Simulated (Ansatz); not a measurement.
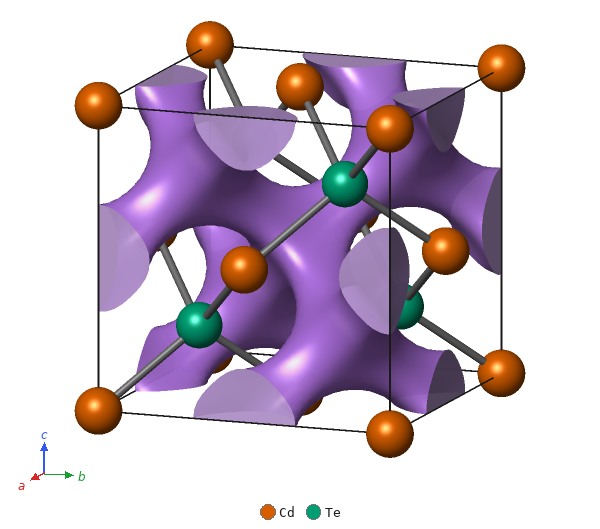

Crystal voids of CdTe (F-43m, No. 216): the purple surface encloses the regions where the procrystal electron density, the sum of the densities of spherically averaged neutral Hartree-Fock atoms, is below 0.005 e/bohr³ (1×1×1 cells, view slightly off an axis). No self-consistent density enters. Pale faces close the region where the drawn box cuts it. From Rb on the atoms have core potentials, so only their outer electrons count. The usual level for crystal voids is 0.002 e/bohr³; this crystal has almost no region below it, so a higher level is used, which marks the interstitial space of lowest density.

Origin of the cell: coordinates from a relaxation with DFT PBE, scalar-relativistic, plane waves, PAW (Ansatz 0.2.0).

```yaml
crystal:
  lattice:
    - [6.61737, 0.00000, 0.00000]
    - [0.00000, 6.61737, 0.00000]
    - [0.00000, 0.00000, 6.61737]
  atoms:
    - { symbol: Cd, position: [0.00000, 0.00000, 0.00000] }
    - { symbol: Te, position: [0.25000, 0.25000, 0.75000] }
    - { symbol: Cd, position: [0.00000, 0.50000, 0.50000] }
    - { symbol: Te, position: [0.25000, 0.75000, 0.25000] }
    - { symbol: Cd, position: [0.50000, 0.00000, 0.50000] }
    - { symbol: Te, position: [0.75000, 0.25000, 0.25000] }
    - { symbol: Cd, position: [0.50000, 0.50000, 0.00000] }
    - { symbol: Te, position: [0.75000, 0.75000, 0.75000] }
```

What share of the cell is void by this measure?

Answer. The voids take about 22 % of the cell (65 Å³ of 289.8 Å³) and are bounded by about 150 Å² of surface per cell.

Are the voids connected in the whole crystal?

Answer. Where they connect, they form a three-dimensional network.

How low does the density fall, and where?

Answer. To about 0.0017 e/bohr³ near 0.25, 0.25, 0.25 (fractional), 2.9 Å from the nearest nucleus.

At what density do the voids first join through the crystal?

Answer. At about 0.0027 e/bohr³, as a three-dimensional network.
